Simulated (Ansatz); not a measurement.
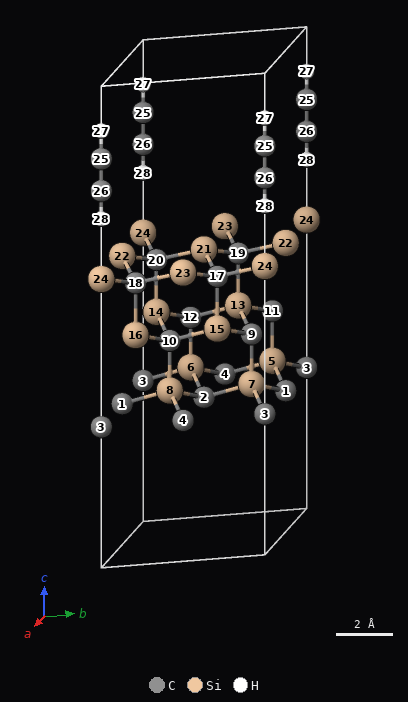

The input geometry (ball-and-stick view of the cell of the calculation, with the vacuum cut short, seen slightly off an axis; atoms are numbered from 1 in the order of the input).

**Geometry relaxation of C₇HSi₆ (part 1 of 4)**

- system: C₇HSi₆ (slab, 28 atoms in the cell)
- method: DFT PBE+D3(BJ), scalar-relativistic, plane waves, PAW, no spin polarisation (Ansatz 0.2.0)

The structure derives from an entry of the Crystallography Open Database. The input holds or restrains some coordinates. It belongs to a series of runs on one base structure; here: 1 C2H2 a cell, upright, over a top Si site. Figures and captions count atoms from 1; the log counts them from 0 in places.

## The input
```yaml
crystal:
  lattice:
    - [6.1499993378, 0.0, 0.0]
    - [-3.0749996689, 5.3260556598, 0.0]
    - [0.0, 0.0, 26.971235111]
  atoms:
    - { symbol: C, position: [0.5, 0.0, 0.296612297] }
    - { symbol: C, position: [0.5, 0.5, 0.296612297] }
    - { symbol: C, position: [0.0, 0.0, 0.296612297] }
    - { symbol: C, position: [0.0, 0.5, 0.296612297] }
    - { symbol: Si, position: [0.1666666667, 0.8333333333, 0.3198845601] }
    - { symbol: Si, position: [0.1666666667, 0.3333333333, 0.3198845601] }
    - { symbol: Si, position: [0.6666666667, 0.8333333333, 0.3198845601] }
    - { symbol: Si, position: [0.6666666667, 0.3333333333, 0.3198845601] }
    - { symbol: C, position: [0.6666666667, 0.8333333333, 0.3897013493] }
    - { symbol: C, position: [0.6666666667, 0.3333333333, 0.3897013493] }
    - { symbol: C, position: [0.1666666667, 0.8333333333, 0.3897013493] }
    - { symbol: C, position: [0.1666666667, 0.3333333333, 0.3897013493] }
    - { symbol: Si, position: [0.3333333333, 0.6666666667, 0.411283428] }
    - { symbol: Si, position: [0.3333333333, 0.1666666667, 0.411283428] }
    - { symbol: Si, position: [0.8333333333, 0.6666666667, 0.411283428] }
    - { symbol: Si, position: [0.8333333333, 0.1666666667, 0.411283428] }
    - { symbol: C, position: [0.8333333333, 0.6666666667, 0.48422707] }
    - { symbol: C, position: [0.8333333333, 0.1666666667, 0.48422707] }
    - { symbol: C, position: [0.3333333333, 0.6666666667, 0.48422707] }
    - { symbol: C, position: [0.3333333333, 0.1666666667, 0.48422707] }
    - { symbol: Si, position: [0.5, 0.5, 0.5034279742] }
    - { symbol: Si, position: [0.5, 0.0, 0.5034279742] }
    - { symbol: Si, position: [0.0, 0.5, 0.5034279742] }
    - { symbol: Si, position: [0.0, 0.0, 0.5034279742] }
    - { symbol: C, position: [0.0, 0.0, 0.6715218706] }
    - { symbol: C, position: [0.0, 0.0, 0.6268335204] }
    - { symbol: H, position: [0.0, 0.0, 0.7107636775] }
    - { symbol: H, position: [0.0, 0.0, 0.5875917135] }
basis:
  ecutwfc: 420
kpoints:
  mp_grid: { grid: [3, 3, 1] }
hamiltonian:
  xc: pbe
  dispersion: d3bj
scf:
  occupations: { method: gaussian, width: 0.05 }
output:
  forces: true
  eigenvalues: true
  write_density: true
  write_potential: true
  elf: true
  volumetric_format: npy
relax:
  adjacent_minimum: "off"
  f_tol: 0.04
  max_steps: 100
  constraints: [{ sites: [0, 1, 2, 3, 4, 5, 6, 7, 8, 9, 10, 11] }]
efield:
  axis: 3
  dipole_correction: true
  ramp_width: 0.04
```

Run on 2 threads of Arm Neoverse V1, 24 GiB of memory available, shared host.

Launch command:
```bash
ansatz run input.yaml --threads 2 --pin off --max-ram 5120MiB --backend cpu --events-out ev --progress --plain --runs-dir out
```

## Output
```
Engine: ansatz 0.2.0, aarch64-unknown-linux-gnu
Pseudopotentials: kind: paw
Pseudopotential: C, paw, valence charge 4, recommended cutoff 420 eV (normal), C.paw.azcp
Pseudopotential: Si, paw, valence charge 4, recommended cutoff 420 eV (normal), Si.paw.azcp
Pseudopotential: H, paw, valence charge 1, recommended cutoff 420 eV (normal), H.paw.azcp
Functional definition: PBE
  parameter kappa = 0.804
  parameter beta = 0.06672455060314922
  exchange = pbe_x(kappa = kappa, mu = beta*pi^2/3)
  correlation = pbe_c(beta = beta)
Crystal: 28 atoms, lattice volume = 883.449 Å³
Basis set: ecut = 420 eV, 17305 PW (Γ), exchange–correlation on 90×90×384 points (8 copies of the dense FFT grid, shifted against one another)
Bands: 81, of which v1, the nominal top of the filled ones, is band 53 counted from 1 (52 counted from 0)
Symmetry: 6 space group operations
Space group: P3m1 (ITA 156), of the structure as read, at distance tolerance 9.6e-5 Å
k-points: 3 of 9 (time reversal used)
Non-local potential: C, projectors of the file, l = 0: 2, l = 1: 2, l = 2: 1
Non-local potential: Si, projectors of the file, l = 0: 2, l = 1: 2, l = 2: 2
Non-local potential: H, projectors of the file, l = 0: 2, l = 1: 1
PAW form: soft (Blöchl's): semilocal exchange-correlation on the pseudo side does not see the compensation charge
PAW one-centre angular grid: C, 110 points (default); XC on 64 Gauss nodes
PAW one-centre angular grid: Si, 110 points (default); XC on 64 Gauss nodes
PAW one-centre angular grid: H, 110 points (default); XC on 64 Gauss nodes
Initial density: superposition of atomic densities (neutral atoms: chi_scale 0, normalization atom), corrected by the library's trained network
Initial wavefunctions: pseudopotential atomic-orbital guess
Functional: x = pbe(κ = 0.804, μ = 0.2195149727645171), c = pbe(β = 0.06672455060314922)
SCF iter   1: F=—  HF=-11167.046379 eV  |F-HF|=—  |Δ(HF+E_count)|=         —  Δρ=7.23e-3  dr2=6.98e0  ethr=1.77e-3  p=0.670 e·Å  D=1.37e-1 V/Å  ΔV_dip=-3.70 eV  dr2_dipole=2.79e0  V_vac-E_F(+/−)=3.71/7.41 eV  ⟨swp⟩=8.0  Hψ=1367  notcnv=0  defer=43
efield: sawtooth ramp at fractional position 0.9837 (placed from the atoms, in the widest stretch of the axis that holds none; the zero of the levels goes with the place), width 0.0400; the density the first Hamiltonian is built on has a dipole p = 0.670 e·Å; the dipole correction subtracts the counter field D = 1.37e-1 V/Å, which shifts the + side's vacuum level by -3.70 eV against the − side's; the planar-averaged density in the ramp window peaks in size at 5.6e-5 e/Å³
preconditioner: auto → LDOS  [insulator: Δε(μ)=0.136 eV  Ē_g=10.729 eV  σ=0.050 eV  W_gap=0.80  n_scr=94 (ndim 8)  ℏωp=12.9 eV  f_vac=0.589  D(μ)=10.36/eV (n_scr^D=54)  ε∞_Penn≈2.4  β→1.0]
SCF iter   2: F=—  HF=-11167.776309 eV  |F-HF|=—  |Δ(HF+E_count)|=   7.30e-1  Δρ=1.94e-2  dr2=5.71e1  ethr=1.77e-3  p=0.354 e·Å  D=7.24e-2 V/Å  ΔV_dip=-1.95 eV  dr2_dipole=2.12e1  V_vac-E_F(+/−)=4.81/6.76 eV  ⟨swp⟩=2.3  Hψ=415  notcnv=0  defer=60  recentre
SCF iter   3: F=—  HF=-11166.953190 eV  |F-HF|=—  |Δ(HF+E_count)|=   8.23e-1  Δρ=3.75e-3  dr2=1.79e0  ethr=1.77e-3  p=0.594 e·Å  D=1.22e-1 V/Å  ΔV_dip=-3.28 eV  dr2_dipole=6.97e-1  V_vac-E_F(+/−)=3.86/7.14 eV  ⟨swp⟩=2.0  Hψ=400  notcnv=0  defer=56
SCF iter   4: F=—  HF=-11166.928753 eV  |F-HF|=—  |Δ(HF+E_count)|=   2.44e-2  Δρ=7.54e-4  dr2=1.10e-2  ethr=1.69e-3  p=0.521 e·Å  D=1.07e-1 V/Å  ΔV_dip=-2.88 eV  dr2_dipole=1.37e-3  V_vac-E_F(+/−)=3.90/6.78 eV  ⟨swp⟩=1.0  Hψ=282  notcnv=0  defer=60
SCF iter   5: F=—  HF=-11166.926965 eV  |F-HF|=—  |Δ(HF+E_count)|=   1.79e-3  Δρ=3.08e-4  dr2=1.47e-3  ethr=1.04e-5  p=0.514 e·Å  D=1.05e-1 V/Å  ΔV_dip=-2.84 eV  dr2_dipole=6.53e-6  V_vac-E_F(+/−)=3.91/6.75 eV  ⟨swp⟩=2.7  Hψ=345  notcnv=0  defer=66
SCF iter   6: F=—  HF=-11166.926967 eV  |F-HF|=—  |Δ(HF+E_count)|=   1.77e-6  Δρ=2.06e-4  dr2=9.69e-4  ethr=1.39e-6  p=0.517 e·Å  D=1.06e-1 V/Å  ΔV_dip=-2.86 eV  dr2_dipole=3.08e-5  V_vac-E_F(+/−)=3.89/6.75 eV  ⟨swp⟩=2.7  Hψ=328  notcnv=0  defer=66
SCF iter   7: F=—  HF=-11166.926918 eV  |F-HF|=—  |Δ(HF+E_count)|=   4.91e-5  Δρ=1.13e-4  dr2=5.45e-4  ethr=9.14e-7  p=0.514 e·Å  D=1.05e-1 V/Å  ΔV_dip=-2.84 eV  dr2_dipole=9.21e-5  V_vac-E_F(+/−)=3.90/6.74 eV  ⟨swp⟩=2.0  Hψ=307  notcnv=0  defer=66
SCF iter   8: F=—  HF=-11166.926891 eV  |F-HF|=—  |Δ(HF+E_count)|=   2.65e-5  Δρ=4.82e-5  dr2=1.17e-4  ethr=5.14e-7  p=0.515 e·Å  D=1.05e-1 V/Å  ΔV_dip=-2.84 eV  dr2_dipole=3.85e-5  V_vac-E_F(+/−)=3.89/6.74 eV  ⟨swp⟩=2.0  Hψ=298  notcnv=0  defer=66
SCF iter   9: F=-11166.926884 eV  HF=-11166.926892 eV  |F-HF|=7.85e-6  |Δ(HF+E_count)|=   1.21e-6  Δρ=2.20e-5  dr2=1.23e-5  ethr=3.77e-8  p=0.514 e·Å  D=1.05e-1 V/Å  ΔV_dip=-2.84 eV  dr2_dipole=4.18e-6  V_vac-E_F(+/−)=3.89/6.73 eV  ⟨swp⟩=47.7  Hψ=3480  notcnv=0
SCF 1 converged in 9 iterations: F = -11166.926884 eV  dr2 = 1.23e-5
  greatest PAW one-centre occupation: 0.703 electrons in one spin orbital (limit 2), on the C atom at site 25 (counted from 0), in its partial waves of l = 0
relax step   1: F+E_penalty+E_count = -11166.92688443 eV  Δ(F+E_penalty+E_count) = +0.000e0 eV  max|allowed force component| = 1.003e0 eV/Å  Δτ_max = 0.0000 Å  (9 SCF iters, dr2 threshold 4.00e-5 eV, accepted)
Initial density: handed on by an earlier stage of this run
Initial wavefunctions: those handed on with the density
iter 1 solved again at ethr=1.58e-3 eV; its pass at ethr=3.10e-3 eV (dr2=1.68e0 eV) is discarded
SCF iter   1: F=—  HF=-11167.260508 eV  |F-HF|=—  |Δ(HF+E_count)|=         —  Δρ=1.38e-2  dr2=1.73e0  ethr=1.58e-3  p=0.514 e·Å  D=1.05e-1 V/Å  ΔV_dip=-2.84 eV  dr2_dipole=2.51e-2  V_vac-E_F(+/−)=3.89/6.73 eV  ⟨swp⟩=1.0  Hψ=911  notcnv=0  defer=31
efield: sawtooth ramp at fractional position 0.9837 (handed on by an earlier solve), width 0.0400; the density the first Hamiltonian is built on has a dipole p = 0.514 e·Å; the dipole correction subtracts the counter field D = 1.05e-1 V/Å, which shifts the + side's vacuum level by -2.84 eV against the − side's; the planar-averaged density in the ramp window peaks in size at 3.0e-7 e/Å³
preconditioner: auto → LDOS  [insulator: Δε(μ)=0.104 eV  Ē_g=10.730 eV  σ=0.050 eV  W_gap=0.77  n_scr=94 (ndim 8)  ℏωp=12.9 eV  f_vac=0.588  D(μ)=10.99/eV (n_scr^D=54)  ε∞_Penn≈2.4  β→1.0]
SCF iter   2: F=—  HF=-11169.487139 eV  |F-HF|=—  |Δ(HF+E_count)|=    2.23e0  Δρ=2.85e-2  dr2=2.19e1  ethr=1.58e-3  p=0.184 e·Å  D=3.78e-2 V/Å  ΔV_dip=-1.02 eV  dr2_dipole=1.47e0  V_vac-E_F(+/−)=5.73/6.75 eV  ⟨swp⟩=3.0  Hψ=440  notcnv=0  defer=31  recentre
SCF iter   3: F=—  HF=-11167.021630 eV  |F-HF|=—  |Δ(HF+E_count)|=    2.47e0  Δρ=5.86e-3  dr2=5.45e-1  ethr=1.58e-3  p=0.476 e·Å  D=9.75e-2 V/Å  ΔV_dip=-2.63 eV  dr2_dipole=9.18e-2  V_vac-E_F(+/−)=4.10/6.73 eV  ⟨swp⟩=3.0  Hψ=598  notcnv=0  defer=38
SCF iter   4: F=—  HF=-11167.010417 eV  |F-HF|=—  |Δ(HF+E_count)|=   1.12e-2  Δρ=3.59e-3  dr2=6.03e-1  ethr=5.14e-4  p=0.536 e·Å  D=1.10e-1 V/Å  ΔV_dip=-2.96 eV  dr2_dipole=2.32e-1  V_vac-E_F(+/−)=3.77/6.74 eV  ⟨swp⟩=1.3  Hψ=283  notcnv=0  defer=61
SCF iter   5: F=—  HF=-11166.979008 eV  |F-HF|=—  |Δ(HF+E_count)|=   3.14e-2  Δρ=5.04e-4  dr2=9.56e-3  ethr=5.14e-4  p=0.501 e·Å  D=1.03e-1 V/Å  ΔV_dip=-2.77 eV  dr2_dipole=3.23e-3  V_vac-E_F(+/−)=3.96/6.73 eV  ⟨swp⟩=2.0  Hψ=181  notcnv=0  defer=61
SCF iter   6: F=—  HF=-11166.978514 eV  |F-HF|=—  |Δ(HF+E_count)|=   4.94e-4  Δρ=1.12e-4  dr2=2.69e-4  ethr=9.02e-6  p=0.500 e·Å  D=1.02e-1 V/Å  ΔV_dip=-2.76 eV  dr2_dipole=9.93e-6  V_vac-E_F(+/−)=3.97/6.73 eV  ⟨swp⟩=2.0  Hψ=403  notcnv=0  defer=63
SCF iter   7: F=-11166.978467 eV  HF=-11166.978498 eV  |F-HF|=3.09e-5  |Δ(HF+E_count)|=   1.64e-5  Δρ=5.37e-5  dr2=5.07e-5  ethr=5.94e-8  p=0.500 e·Å  D=1.02e-1 V/Å  ΔV_dip=-2.76 eV  dr2_dipole=4.04e-6  V_vac-E_F(+/−)=3.97/6.73 eV  ⟨swp⟩=35.7  Hψ=3226  notcnv=0
SCF 2 converged in 7 iterations: F = -11166.978467 eV  dr2 = 5.07e-5
  greatest PAW one-centre occupation: 0.698 electrons in one spin orbital (limit 2), on the C atom at site 25 (counted from 0), in its partial waves of l = 0
relax step   2: F+E_penalty+E_count = -11166.97846669 eV  Δ(F+E_penalty+E_count) = -5.158e-2 eV  max|allowed force component| = 1.457e-1 eV/Å  Δτ_max = 0.1911 Å  (7 SCF iters, dr2 threshold 6.29e-5 eV, accepted)
[... from here on the SCF iterations and repeated set-up lines of each step are left out, up to the last step ...]
SCF 3 converged in 12 iterations: F = -11166.983649 eV  dr2 = 2.14e-8
relax step   3: F+E_penalty+E_count = -11166.98364933 eV  Δ(F+E_penalty+E_count) = -5.183e-3 eV  max|allowed force component| = 4.849e-2 eV/Å  Δτ_max = 0.0942 Å  (12 SCF iters, accepted)
SCF 4 converged in 12 iterations: F = -11166.965312 eV  dr2 = 9.10e-8
relax step   4: F+E_penalty+E_count = -11166.96531220 eV  Δ(F+E_penalty+E_count) = +1.834e-2 eV  max|allowed force component| = 3.480e-1 eV/Å  Δτ_max = 0.0378 Å  (12 SCF iters, rejected (line search))
SCF 5 converged in 13 iterations: F = -11166.984502 eV  dr2 = 8.49e-8
relax step   5: F+E_penalty+E_count = -11166.98450205 eV  Δ(F+E_penalty+E_count) = -8.527e-4 eV  max|allowed force component| = 4.198e-2 eV/Å  Δτ_max = 0.0183 Å  (13 SCF iters, accepted)
SCF 6 converged in 10 iterations: F = -11166.986170 eV  dr2 = 7.16e-8
relax step   6: F+E_penalty+E_count = -11166.98617007 eV  Δ(F+E_penalty+E_count) = -1.668e-3 eV  max|allowed force component| = 8.824e-2 eV/Å  Δτ_max = 0.0732 Å  (10 SCF iters, accepted)
SCF 7 converged in 11 iterations: F = -11166.990127 eV  dr2 = 1.79e-7
relax step   7: F+E_penalty+E_count = -11166.99012746 eV  Δ(F+E_penalty+E_count) = -3.957e-3 eV  max|allowed force component| = 1.656e-1 eV/Å  Δτ_max = 0.1463 Å  (11 SCF iters, dr2 threshold 5.84e-6 eV, accepted)
SCF 8 converged in 8 iterations: F = -11167.001298 eV  dr2 = 1.15e-5
relax step   8: F+E_penalty+E_count = -11167.00129805 eV  Δ(F+E_penalty+E_count) = -1.117e-2 eV  max|allowed force component| = 2.005e-1 eV/Å  Δτ_max = 0.1952 Å  (8 SCF iters, dr2 threshold 2.74e-5 eV, accepted)
SCF 9 converged in 8 iterations: F = -11167.013528 eV  dr2 = 1.87e-5
relax step   9: F+E_penalty+E_count = -11167.01352763 eV  Δ(F+E_penalty+E_count) = -1.223e-2 eV  max|allowed force component| = 2.759e-1 eV/Å  Δτ_max = 0.1951 Å  (8 SCF iters, dr2 threshold 4.02e-5 eV, accepted)
SCF 10 converged in 7 iterations: F = -11167.027885 eV  dr2 = 2.67e-5
relax step  10: F+E_penalty+E_count = -11167.02788464 eV  Δ(F+E_penalty+E_count) = -1.436e-2 eV  max|allowed force component| = 2.343e-1 eV/Å  Δτ_max = 0.1945 Å  (7 SCF iters, dr2 threshold 7.61e-5 eV, accepted)
SCF 11 converged in 9 iterations: F = -11167.041702 eV  dr2 = 2.93e-5
relax step  11: F+E_penalty+E_count = -11167.04170220 eV  Δ(F+E_penalty+E_count) = -1.382e-2 eV  max|allowed force component| = 8.862e-2 eV/Å  Δτ_max = 0.1961 Å  (9 SCF iters, dr2 threshold 3.96e-5 eV, accepted)
SCF 12 converged in 13 iterations: F = -11167.022500 eV  dr2 = 3.96e-8
relax step  12: F+E_penalty+E_count = -11167.02250045 eV  Δ(F+E_penalty+E_count) = +1.920e-2 eV  max|allowed force component| = 3.450e-1 eV/Å  Δτ_max = 0.1924 Å  (13 SCF iters, rejected (line search))
SCF 13 converged in 13 iterations: F = -11167.045803 eV  dr2 = 6.01e-8
relax step  13: F+E_penalty+E_count = -11167.04580259 eV  Δ(F+E_penalty+E_count) = -4.100e-3 eV  max|allowed force component| = 4.215e-2 eV/Å  Δτ_max = 0.0707 Å  (13 SCF iters, accepted)
SCF iter   1: F=—  HF=-11167.046047 eV  |F-HF|=—  |Δ(HF+E_count)|=         —  Δρ=2.98e-4  dr2=8.34e-4  ethr=1.02e-5  p=0.423 e·Å  D=8.67e-2 V/Å  ΔV_dip=-2.34 eV  dr2_dipole=7.95e-5  V_vac-E_F(+/−)=4.39/6.73 eV  ⟨swp⟩=2.0  Hψ=470  notcnv=0  defer=51
efield: sawtooth ramp at fractional position 0.9837 (handed on by an earlier solve), width 0.0400; the density the first Hamiltonian is built on has a dipole p = 0.423 e·Å; the dipole correction subtracts the counter field D = 8.67e-2 V/Å, which shifts the + side's vacuum level by -2.34 eV against the − side's; the planar-averaged density in the ramp window peaks in size at 5.2e-7 e/Å³
preconditioner: auto → LDOS  [insulator: Δε(μ)=0.102 eV  Ē_g=10.779 eV  σ=0.050 eV  W_gap=0.77  n_scr=94 (ndim 8)  ℏωp=12.9 eV  f_vac=0.589  D(μ)=11.42/eV (n_scr^D=66)  ε∞_Penn≈2.4  β→1.0]
SCF iter   2: F=—  HF=-11167.046607 eV  |F-HF|=—  |Δ(HF+E_count)|=   5.60e-4  Δρ=4.92e-4  dr2=4.48e-3  ethr=7.87e-7  p=0.430 e·Å  D=8.81e-2 V/Å  ΔV_dip=-2.38 eV  dr2_dipole=7.98e-4  V_vac-E_F(+/−)=4.35/6.73 eV  ⟨swp⟩=2.7  Hψ=429  notcnv=0  defer=55
SCF iter   3: F=—  HF=-11167.046036 eV  |F-HF|=—  |Δ(HF+E_count)|=   5.71e-4  Δρ=2.08e-4  dr2=8.19e-4  ethr=7.87e-7  p=0.420 e·Å  D=8.60e-2 V/Å  ΔV_dip=-2.32 eV  dr2_dipole=1.75e-4  V_vac-E_F(+/−)=4.41/6.73 eV  ⟨swp⟩=3.0  Hψ=347  notcnv=0  defer=55
SCF iter   4: F=—  HF=-11167.045900 eV  |F-HF|=—  |Δ(HF+E_count)|=   1.36e-4  Δρ=4.28e-5  dr2=3.29e-5  ethr=7.73e-7  p=0.423 e·Å  D=8.66e-2 V/Å  ΔV_dip=-2.33 eV  dr2_dipole=5.94e-8  V_vac-E_F(+/−)=4.39/6.73 eV  ⟨swp⟩=2.0  Hψ=305  notcnv=0  defer=55
SCF iter   5: F=—  HF=-11167.045990 eV  |F-HF|=—  |Δ(HF+E_count)|=   8.99e-5  Δρ=7.69e-6  dr2=4.68e-6  ethr=3.10e-8  p=0.423 e·Å  D=8.67e-2 V/Å  ΔV_dip=-2.34 eV  dr2_dipole=1.22e-6  V_vac-E_F(+/−)=4.39/6.73 eV  ⟨swp⟩=3.0  Hψ=312  notcnv=0  defer=55
SCF iter   6: F=—  HF=-11167.045990 eV  |F-HF|=—  |Δ(HF+E_count)|=   2.42e-8  Δρ=4.76e-6  dr2=8.06e-7  ethr=4.41e-9  p=0.423 e·Å  D=8.67e-2 V/Å  ΔV_dip=-2.34 eV  dr2_dipole=2.09e-7  V_vac-E_F(+/−)=4.39/6.73 eV  ⟨swp⟩=2.0  Hψ=307  notcnv=0  defer=55
SCF iter   7: F=—  HF=-11167.045990 eV  |F-HF|=—  |Δ(HF+E_count)|=   3.98e-8  Δρ=2.56e-6  dr2=1.79e-7  ethr=7.60e-10  p=0.423 e·Å  D=8.67e-2 V/Å  ΔV_dip=-2.34 eV  dr2_dipole=4.91e-8  V_vac-E_F(+/−)=4.39/6.73 eV  ⟨swp⟩=2.0  Hψ=229  notcnv=0  defer=55
SCF iter   8: F=-11167.045990 eV  HF=-11167.045990 eV  |F-HF|=2.17e-8  |Δ(HF+E_count)|=   4.00e-8  Δρ=1.37e-6  dr2=4.11e-8  ethr=9.43e-11  p=0.423 e·Å  D=8.67e-2 V/Å  ΔV_dip=-2.34 eV  dr2_dipole=8.83e-9  V_vac-E_F(+/−)=4.39/6.73 eV  ⟨swp⟩=19.0  Hψ=2060  notcnv=0
SCF 14 converged in 8 iterations: F = -11167.045990 eV  dr2 = 4.11e-8
relax step  14: F+E_penalty+E_count = -11167.04599041 eV  Δ(F+E_penalty+E_count) = -1.878e-4 eV  max|allowed force component| = 7.996e-3 eV/Å  Δτ_max = 0.0040 Å  (8 SCF iters, accepted)
```

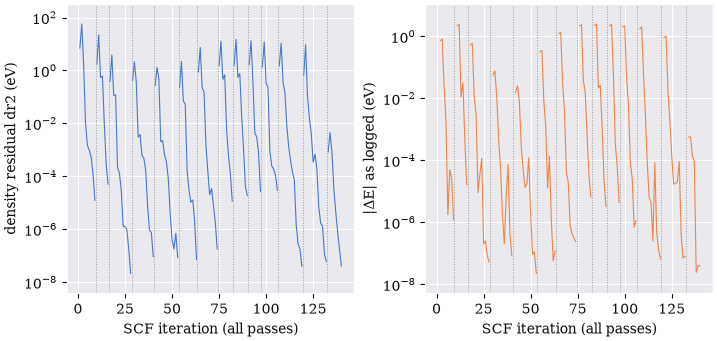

Convergence of the self-consistent field: density residual dr2 and size of the energy change against the SCF iteration. The dotted lines part the SCF passes of the relaxation: geometry steps, rejected trials and re-solves on a re-selected basis. The 14 passes take 7 to 13 iterations each, 140 in all.

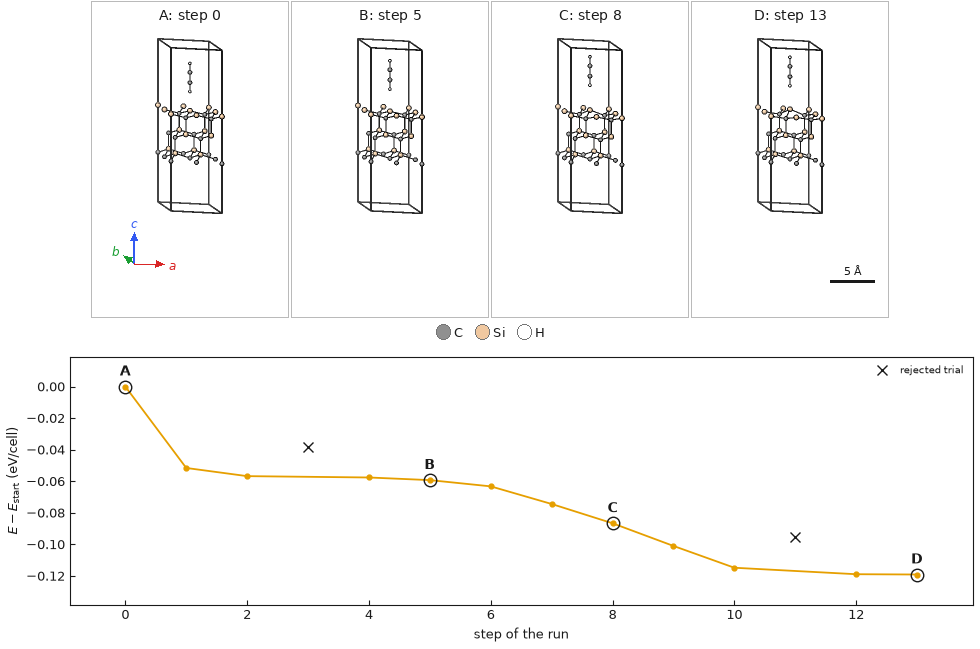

Frames of the restrained relaxation (ball-and-stick view of the cell of the calculation, with the vacuum cut short (origin shifted), seen slightly off an axis) above the curves, on which the letters mark them (the first geometry is step 0 here and step 1 in the log).
